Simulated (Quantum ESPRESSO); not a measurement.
# KF (Carobbiite): modes at Γ and the response to a field, part 2 of 4

Which modes does KF (Carobbiite) have at the zone centre?

Quantum ESPRESSO 7.5; DFT LDA, scalar-relativistic, plane waves, PseudoDojo norm-conserving pseudopotentials.

So far. Step 2 (A probe with smearing): A gap of 5.8 eV opens on this mesh, so the crystal is taken as an insulator; the start stands at -3.6 GPa. Step 4 (Self-consistent run for the response): The cell stands at -0.0070 GPa, close enough for phonons.

**5. Zone-centre response**

At q = 0 one unit cell holds all displacements; symmetry groups them into irreducible representations that are solved one by one. The response to a field gives ε∞ and the Born charges, which polar modes need.

ph.in reads:

```
phonons
&INPUTPH
  prefix = 'x'
  outdir = './tmp'
  fildyn = 'g.dyn'
  tr2_ph = 1.0d-18
  epsil  = .true.
/
0.000000000000 0.000000000000 0.000000000000
```

Started as:

```sh
$ OMP_NUM_THREADS=1 mpirun -n 4 ph.x -nk 4 -in ph.in > ph.out
```

The log of the run:

```text
[banners, grids, parts of the stress and lines that vanish by symmetry left out]
[banner, memory and clock lines left out]
Program PHONON v.7.5

     ./tmp/x.save/

     IMPORTANT: XC functional enforced from input :
     Exchange-correlation= PW
                           (   1   4   0   0   0   0   0)
     Any further DFT definition will be discarded
     Please, verify this is what you really want

     G-vector sticks info

     Reading collected, re-writing distributed wavefunctions in ./tmp/

     Number and degeneracy of irreps per q-point
       N         xq(1)         xq(2)         xq(3)   N irreps
       1   0.000000000   0.000000000   0.000000000       2
        3   3

     Calculation of q =    0.0000000   0.0000000   0.0000000

     phonons

     bravais-lattice index     =            0
     lattice parameter (alat)  =       6.8927  a.u.
     unit-cell volume          =     231.5513 (a.u.)^3
     number of atoms/cell      =            2
     number of atomic types    =            2
     kinetic-energy cut-off    =      92.0000  Ry
     charge density cut-off    =     368.0000  Ry
     convergence threshold     =      1.0E-18
     beta                      =       0.7000
     number of iterations used =            4
     Exchange-correlation= PW
                           (   1   4   0   0   0   0   0)

     celldm(1)=    6.89267  celldm(2)=    0.00000  celldm(3)=    0.00000
     celldm(4)=    0.00000  celldm(5)=    0.00000  celldm(6)=    0.00000

     crystal axes: (cart. coord. in units of alat)
               a(1) = ( -0.7071  0.0000  0.7071 )
               a(2) = (  0.0000  0.7071  0.7071 )
               a(3) = ( -0.7071  0.7071  0.0000 )

     reciprocal axes: (cart. coord. in units 2 pi/alat)
               b(1) = ( -0.7071 -0.7071  0.7071 )
               b(2) = (  0.7071  0.7071  0.7071 )
               b(3) = ( -0.7071  0.7071 -0.7071 )

     Atoms inside the unit cell:

     Cartesian axes

     site n.  atom      mass           positions (alat units)
        1  K      39.0983   tau(    1) = (    0.00000    0.00000    0.00000  )
        2  F      18.9984   tau(    2) = (   -0.70711    0.70711    0.70711  )

     Computing dynamical matrix for
                    q = (   0.0000000   0.0000000   0.0000000 )

     49 Sym.Ops. (with q -> -q+G )

     G cutoff =  442.8564  (  27581 G-vectors)     FFT grid: ( 45, 45, 45)
     number of k points=    29
                       cart. coord. in units 2pi/alat
        k(    1) = (   0.0000000   0.0000000   0.0000000), wk =   0.0039062
        k(    2) = (  -0.0883883   0.0883883  -0.0883883), wk =   0.0312500
        k(    3) = (  -0.1767767   0.1767767  -0.1767767), wk =   0.0312500
        [... further k-points left out ...]

     PseudoPot. # 1 for K  read from file:
     ./pseudo/K.upf
     Pseudo is Norm-conserving + core correction, Zval =  9.0
     Using radial grid of 2170 points,  6 beta functions with:
                l(1) =   0
                l(2) =   0
                l(3) =   1
                l(4) =   1
                l(5) =   2
                l(6) =   2

     PseudoPot. # 2 for F  read from file:
     ./pseudo/F.upf
     Pseudo is Norm-conserving + core correction, Zval =  7.0
     Using radial grid of  824 points,  5 beta functions with:
                l(1) =   0
                l(2) =   0
                l(3) =   1
                l(4) =   1
                l(5) =   2

     Mode symmetry, O_h (m-3m)  point group:

     Electric field:
     Dielectric constant
     Born effective charges as d Force / d E

     Atomic displacements:
     There are    2 irreducible representations

     Representation     1      3 modes -  To be done

     Representation     2      3 modes -  To be done

     Alpha used in Ewald sum =   2.8000

     Electric Fields Calculation

      iter #   1   av.it.:   6.4
      thresh= 1.000E-02 alpha_mix =  0.700 |ddv_scf|^2 =  3.016E-08

      iter #   2   av.it.:  12.5
      thresh= 1.737E-05 alpha_mix =  0.700 |ddv_scf|^2 =  4.776E-09

      iter #   3   av.it.:  12.2
      thresh= 6.911E-06 alpha_mix =  0.700 |ddv_scf|^2 =  3.207E-11

      iter #   4   av.it.:  12.1
      thresh= 5.663E-07 alpha_mix =  0.700 |ddv_scf|^2 =  1.199E-12

      iter #   5   av.it.:  11.6
      thresh= 1.095E-07 alpha_mix =  0.700 |ddv_scf|^2 =  1.642E-14

      iter #   6   av.it.:  12.3
      thresh= 1.281E-08 alpha_mix =  0.700 |ddv_scf|^2 =  1.422E-16

      iter #   7   av.it.:  11.6
      thresh= 1.193E-09 alpha_mix =  0.700 |ddv_scf|^2 =  6.124E-18

      iter #   8   av.it.:  11.8
      thresh= 2.475E-10 alpha_mix =  0.700 |ddv_scf|^2 =  8.455E-21

     End of electric fields calculation

          Dielectric constant in cartesian axis

          (       2.095340307      -0.000000000      -0.000000000 )
          (      -0.000000000       2.095340307       0.000000000 )
          (      -0.000000000       0.000000000       2.095340307 )

          Effective charges (d Force / dE) in cartesian axis without acoustic sum rule applied (asr)

           atom    1  K     Mean Z*:        1.15083
      Ex  (        1.15083       -0.00000        0.00000 )
      Ey  (       -0.00000        1.15083       -0.00000 )
      Ez  (        0.00000       -0.00000        1.15083 )
           atom    2  F     Mean Z*:       -1.15090
      Ex  (       -1.15090       -0.00000       -0.00000 )
      Ey  (       -0.00000       -1.15090        0.00000 )
      Ez  (       -0.00000        0.00000       -1.15090 )

          Effective charges Sum: Mean:       -0.00007
             -0.00007       -0.00000       -0.00000
             -0.00000       -0.00007        0.00000
             -0.00000        0.00000       -0.00007

          Effective charges (d Force / dE) in cartesian axis with asr applied:
           atom    1  K     Mean Z*:        1.15086
      E*x (        1.15086        0.00000        0.00000 )
      E*y (        0.00000        1.15086       -0.00000 )
      E*z (        0.00000       -0.00000        1.15086 )
           atom    2  F     Mean Z*:       -1.15086
      E*x (       -1.15086       -0.00000       -0.00000 )
      E*y (       -0.00000       -1.15086        0.00000 )
      E*z (       -0.00000        0.00000       -1.15086 )

     Representation #   1 modes #   1   2   3

     Self-consistent Calculation

      iter #   1   av.it.:   7.1
      thresh= 1.000E-02 alpha_mix =  0.700 |ddv_scf|^2 =  7.087E-07

      iter #   2   av.it.:  12.4
      thresh= 8.419E-05 alpha_mix =  0.700 |ddv_scf|^2 =  7.149E-09

      iter #   3   av.it.:  12.9
      thresh= 8.455E-06 alpha_mix =  0.700 |ddv_scf|^2 =  5.807E-10

      iter #   4   av.it.:  12.6
      thresh= 2.410E-06 alpha_mix =  0.700 |ddv_scf|^2 =  5.971E-12

      iter #   5   av.it.:  12.7
      thresh= 2.443E-07 alpha_mix =  0.700 |ddv_scf|^2 =  1.280E-13

      iter #   6   av.it.:  12.4
      thresh= 3.578E-08 alpha_mix =  0.700 |ddv_scf|^2 =  3.901E-16

      iter #   7   av.it.:  12.0
      thresh= 1.975E-09 alpha_mix =  0.700 |ddv_scf|^2 =  2.022E-17

      iter #   8   av.it.:  12.2
      thresh= 4.497E-10 alpha_mix =  0.700 |ddv_scf|^2 =  4.971E-20

     End of self-consistent calculation

     Convergence has been achieved

     Representation #   2 modes #   4   5   6

     Self-consistent Calculation

      iter #   1   av.it.:   7.0
      thresh= 1.000E-02 alpha_mix =  0.700 |ddv_scf|^2 =  5.941E-07

      iter #   2   av.it.:  12.3
      thresh= 7.708E-05 alpha_mix =  0.700 |ddv_scf|^2 =  7.182E-08

      iter #   3   av.it.:  12.1
      thresh= 2.680E-05 alpha_mix =  0.700 |ddv_scf|^2 =  7.789E-10

      iter #   4   av.it.:  11.8
      thresh= 2.791E-06 alpha_mix =  0.700 |ddv_scf|^2 =  1.059E-12

      iter #   5   av.it.:  12.4
      thresh= 1.029E-07 alpha_mix =  0.700 |ddv_scf|^2 =  2.052E-14

      iter #   6   av.it.:  12.0
      thresh= 1.433E-08 alpha_mix =  0.700 |ddv_scf|^2 =  1.161E-16

      iter #   7   av.it.:  12.8
      thresh= 1.078E-09 alpha_mix =  0.700 |ddv_scf|^2 =  7.682E-19

     End of self-consistent calculation

     Convergence has been achieved

     Number of q in the star =    1
     List of q in the star:
          1   0.000000000   0.000000000   0.000000000

          Dielectric constant in cartesian axis

          (       2.095340307      -0.000000000      -0.000000000 )
          (      -0.000000000       2.095340307       0.000000000 )
          (      -0.000000000       0.000000000       2.095340307 )

          Effective charges (d Force / dE) in cartesian axis without acoustic sum rule applied (asr)

           atom    1  K     Mean Z*:        1.15083
      Ex  (        1.15083       -0.00000        0.00000 )
      Ey  (       -0.00000        1.15083       -0.00000 )
      Ez  (        0.00000       -0.00000        1.15083 )
           atom    2  F     Mean Z*:       -1.15090
      Ex  (       -1.15090       -0.00000       -0.00000 )
      Ey  (       -0.00000       -1.15090        0.00000 )
      Ez  (       -0.00000        0.00000       -1.15090 )

          Effective charges Sum: Mean:       -0.00007
             -0.00007       -0.00000       -0.00000
             -0.00000       -0.00007        0.00000
             -0.00000        0.00000       -0.00007

          Effective charges (d Force / dE) in cartesian axis with asr applied:
           atom    1  K     Mean Z*:        1.15086
      E*x (        1.15086        0.00000        0.00000 )
      E*y (        0.00000        1.15086       -0.00000 )
      E*z (        0.00000       -0.00000        1.15086 )
           atom    2  F     Mean Z*:       -1.15086
      E*x (       -1.15086       -0.00000       -0.00000 )
      E*y (       -0.00000       -1.15086        0.00000 )
      E*z (       -0.00000        0.00000       -1.15086 )

     Diagonalizing the dynamical matrix

     q = (    0.000000000   0.000000000   0.000000000 )

 **************************************************************************
     freq (    1) =      -0.106132 [THz] =      -3.540184 [cm-1]
     freq (    2) =      -0.106132 [THz] =      -3.540184 [cm-1]
     freq (    3) =      -0.106132 [THz] =      -3.540184 [cm-1]
     freq (    4) =       6.324569 [THz] =     210.964901 [cm-1]
     freq (    5) =       6.324569 [THz] =     210.964901 [cm-1]
     freq (    6) =       6.324569 [THz] =     210.964901 [cm-1]
 **************************************************************************

     Mode symmetry, O_h (m-3m)  point group:

     freq (   1-   3) =         -3.5  [cm-1]   --> T_1u G_15  G_4- I
     freq (   4-   6) =        211.0  [cm-1]   --> T_1u G_15  G_4- I
```

It took 2.2 min on 4 MPI ranks of Arm Neoverse V1, shared host.

This step gave:

- miss of the charge sum rule: 7.00e-5 e
- largest acoustic frequency at the zone centre before the sum rule: -3.54 cm⁻¹
- highest optical zone-centre mode (no LO-TO term): 211.0 cm⁻¹
- lowest optical zone-centre mode: 211.0 cm⁻¹
- mean high-frequency dielectric constant: 2.095
- largest Born charge in size (third of the trace): 1.151 e

Born charge (rows field, columns displacement), before the sum rule (e), principal values of the symmetric part by kind of site:

```csv
atom,atoms with these values,low,middle,high,mean
K1,1,1.15,1.15,1.15,1.15
F2,1,-1.15,-1.15,-1.15,-1.15
```

In full for K1:

```
1.15 0.00 0.00
0.00 1.15 0.00
0.00 0.00 1.15
```

High-frequency dielectric tensor:

```
2.10 0.00 0.00
0.00 2.10 0.00
0.00 0.00 2.10
```

The acoustic modes at Γ come out as far as 3.5 cm⁻¹ from zero, where they should vanish, a small numerical error; the Born charges miss their sum rule by 7.0e-5 e, which is good.

**6. Zone-centre analysis**

A rigid shift of the crystal must cost nothing, but grids and finite bases break this; the acoustic sum rule is imposed before the matrix is diagonalised again. With Born charges the intensities follow, and the static dielectric tensor.

dynmat.in reads:

```
&INPUT
  fildyn = 'g.dyn'
  asr    = 'simple'
  fileig = 'dynmat.eig'
  lperm  = .true.
/
```

Started as:

```sh
$ dynmat.x -in dynmat.in > dynmat.out
```

The log of the run:

```text
[banner, memory and clock lines left out]
Program DYNMAT v.7.5

     Reading Dynamical Matrix from file g.dyn
     ...Force constants read
     ...epsilon and Z* read
     A direction for q was not specified:TO-LO splitting will be absent

     Polarizability (A^3 units)
     multiply by 0.732540 for Clausius-Mossotti correction
         2.990817   -0.000000   -0.000000
        -0.000000    2.990817    0.000000
        -0.000000    0.000000    2.990817

     IR activities are in (D/A)^2/amu units

# mode   [cm-1]    [THz]      IR
    1      0.00    0.0000    0.0000
    2      0.00    0.0000    0.0000
    3      0.00    0.0000    0.0000
    4    211.00    6.3255    2.3900
    5    211.00    6.3255    2.3900
    6    211.00    6.3255    2.3900

Electronic dielectric permittivity tensor (relative, adimensional)
         2.095340   -0.000000   -0.000000
        -0.000000    2.095340    0.000000
        -0.000000    0.000000    2.095340

 ... with zone-center polar mode contributions
         5.432284    0.000000    0.000000
         0.000000    5.432284    0.000000
         0.000000    0.000000    5.432284
```

Wall time 0.45 s (1 thread).

Numbers from this step:

```yaml
highest_optical_zone_centre_mode_no_lo_to_term: 211 cm⁻¹
lowest_optical_zone_centre_mode: 211 cm⁻¹
mean_static_dielectric_constant: 5.432
```

Unit eigenvectors of the mass-weighted matrix after the sum rule; no LO-TO term. Modes at Γ, with each element's share of the kinetic energy:

```csv
mode,frequency (cm⁻¹),symmetry,K %,F %
1,0.0,acoustic,67,33
2,0.0,acoustic,67,33
3,0.0,acoustic,67,33
4,211.0,T1u,33,67
5,211.0,T1u,33,67
6,211.0,T1u,33,67
```

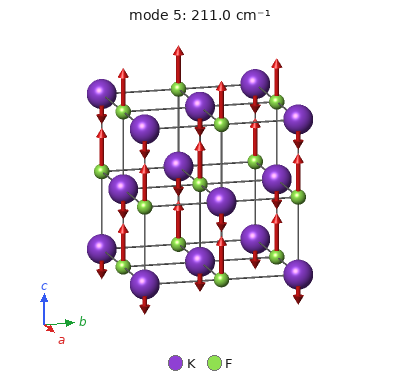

Displacement patterns of mode 5 at Γ; arrows are exaggerated. Some periodic images of atoms are drawn too.

Degenerate modes summed, no LO-TO term. Infrared lines, with heights relative to the strongest:

```csv
position (cm⁻¹),lines merged,label,"IR intensity, relative"
211,3,T1u,100
```

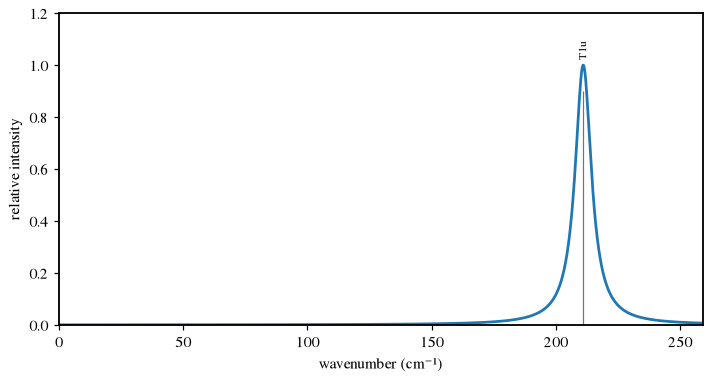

The infrared spectrum, broadened with Lorentzians of width 8 cm⁻¹; bars mark the lines.

Static dielectric tensor (ions relaxed, fixed cell):

```
5.43 0.00 0.00
0.00 5.43 0.00
0.00 0.00 5.43
```

The rule moves no optical mode by more than 0.1 cm⁻¹.

**7. Modes along a direction of q (1 0 0)**

A longitudinal polar mode sets up a macroscopic field that stiffens it; the term hangs on the direction from which q goes to zero.

dynmat.in reads:

```
&INPUT
  fildyn = 'g.dyn'
  asr    = 'simple'
  fileig = 'dynmat.eig'
  q(1)   = 1.0
  q(2)   = 0.0
  q(3)   = 0.0
/
```

Started as:

```sh
$ dynmat.x -in dynmat.in > dynmat.out
```

The log of the run:

```text
[banner, memory and clock lines left out]
Program DYNMAT v.7.5

     Reading Dynamical Matrix from file g.dyn
     ...Force constants read
     ...epsilon and Z* read

     Polarizability (A^3 units)
     multiply by 0.732540 for Clausius-Mossotti correction
         2.990817   -0.000000   -0.000000
        -0.000000    2.990817    0.000000
        -0.000000    0.000000    2.990817

     IR activities are in (D/A)^2/amu units

# mode   [cm-1]    [THz]      IR
    1      0.00    0.0000    0.0000
    2      0.00    0.0000    0.0000
    3      0.00    0.0000    0.0000
    4    211.00    6.3255    2.3900
    5    211.00    6.3255    2.3900
    6    339.73   10.1849    2.3900
```

Run time: 0.45 s. Hardware: 1 thread.

This step gave:

```yaml
highest_mode_moved_by_the_lo_to_term: 339.7 cm⁻¹
```

Zone-centre frequencies as printed; negative means imaginary. Modes:

```csv
mode,frequency (cm⁻¹)
1,0
2,0
3,0
4,211
5,211
6,339.7
```

The field moves one mode, from 211 to 340 cm⁻¹; the others stay.

**8. Self-consistent run for the response, volume × 0.94**

Bonds stiffen under compression, so frequencies follow the volume; the atoms are not relaxed anew.

scf.in reads:

```
&CONTROL
  calculation = 'scf'
  prefix      = 'x'
  outdir      = './tmp'
  pseudo_dir  = './pseudo'
  tprnfor     = .true.
  tstress     = .true.
/
&SYSTEM
  ibrav       = 0
  nat         = 2
  ntyp        = 2
  ecutwfc     = 92.0
  occupations = 'fixed'
  nbnd        = 10
/
&ELECTRONS
  conv_thr         = 1.0d-12
  mixing_beta      = 0.7
  electron_maxstep = 100
/
ATOMIC_SPECIES
 K      39.0983  K.upf
 F      18.9984  F.upf
CELL_PARAMETERS angstrom
    -2.526481714    0.000000000    2.526481714
     0.000000000    2.526481714    2.526481714
    -2.526481714    2.526481714    0.000000000
ATOMIC_POSITIONS crystal
 K      0.000000000   0.000000000   0.000000000
 F      0.500000000   0.500000000   0.500000000
K_POINTS automatic
 8 8 8 0 0 0
```

Started as:

```sh
$ OMP_NUM_THREADS=1 mpirun -n 4 pw.x -nk 4 -in scf.in > scf.out
```

The log of the run:

```text
[banners, grids, parts of the stress and lines that vanish by symmetry left out]
[banner, memory and clock lines left out]
Program PWSCF v.7.5

[...]
kinetic-energy cutoff     =      92.0000  Ry
     charge density cutoff     =     368.0000  Ry
     scf convergence threshold =      1.0E-12
[...]
Exchange-correlation= SLA  PW   NOGX NOGC
                           (   1   4   0   0   0   0   0)
[...]
48 Sym. Ops., with inversion, found
[...]
number of k points=    29
[...]
End of self-consistent calculation
[...]
highest occupied, lowest unoccupied level (ev):     2.4114    9.1731
!    total energy              =    -109.23158031 Ry
[...]
convergence has been achieved in  12 iterations
[...]
atom    1 type  1   force =    -0.00000000   -0.00000000    0.00000000
     atom    2 type  2   force =     0.00000000    0.00000000   -0.00000000
     Total force =     0.000000     Total SCF correction =     0.000000
[...]
total   stress  (Ry/bohr**3)                   (kbar)     P=       31.66
[...]
XML data file, charge density, pseudopotentials, collected wavefunctions
```

It took 7.9 s on 4 MPI ranks.

Numbers from this step:

```yaml
volume_per_atom: 16.13 Å³
pressure: 3.166 GPa
gap_on_the_k_mesh: 6.762 eV
```

[end of part 2 of 4]

[Host names and launcher messages were left out of these logs when they were recorded.]

[Logs are printed without paths, hosts, clocks, repeated set-up lines and the standing remarks that a program may print on its own settings, such as how far it seeks lower states.]

[Hosts, paths, dates, database ids (printed as entryN), source tags and the programs' standing remarks are cut or masked in the printed files.]
